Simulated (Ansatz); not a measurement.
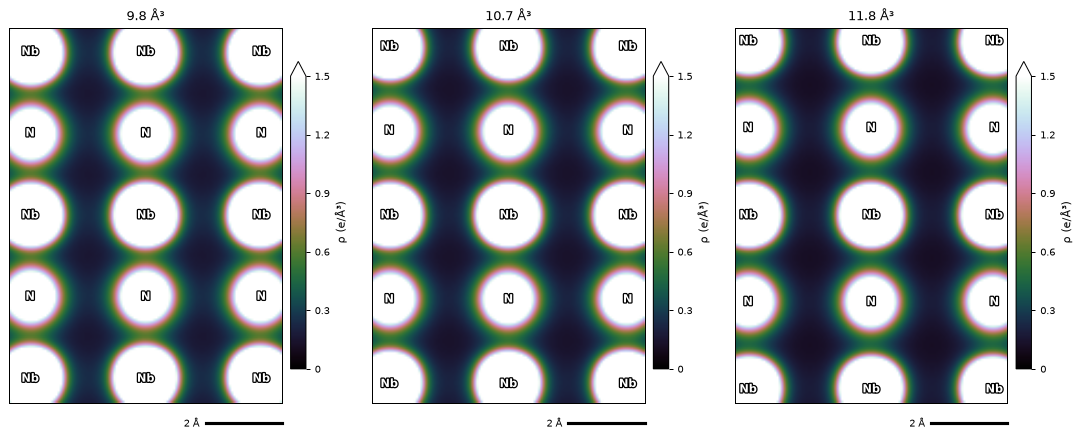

NbN. The valence pseudo-density of cells scaled evenly to different volumes (given per atom above each panel), on the (011̄) plane of each (indices in the axes of the cell below), at one length scale and on one colour scale.

Method: DFT r2SCAN, scalar-relativistic, plane waves, PAW in Ansatz.

Core electrons are frozen (PAW), and the valence fields are smoothed inside the atomic spheres.

The largest cell:

```xyz
2
Lattice="0.0000 2.2771 2.2771 2.2771 0.0000 2.2771 2.2771 2.2771 0.0000" Properties=species:S:1:pos:R:3 pbc="T T T"
Nb    2.2771    2.2771    2.2771
N     0.0000    0.0000    0.0000
```

| volume (Å³/atom) | Nb–N contact in the plane (Å) | ρ at its midpoint (e/Å³) | pressure (GPa) | 
| --- | --- | --- | --- |
| 9.77 | 2.138 | 0.616 | 37.3 | 
| 10.41 | 2.184 | ? | ? | 
| 10.73 | 2.206 | 0.531 | 0.0 | 
| 11.81 | 2.277 | 0.456 | −25.0 | 

> What values belong in the row with question marks?

Over the known rows ln ρ falls by 2.16 per Å of Nb–N distance (a least-squares line), which gives 0.557 e/Å³ at 2.184 Å; the calculation gives 0.557 e/Å³. For the pressure, a straight line in volume between the neighbouring rows gives 12.4 GPa; the calculation gives 10.5, lower because pressure rises ever faster on compression.
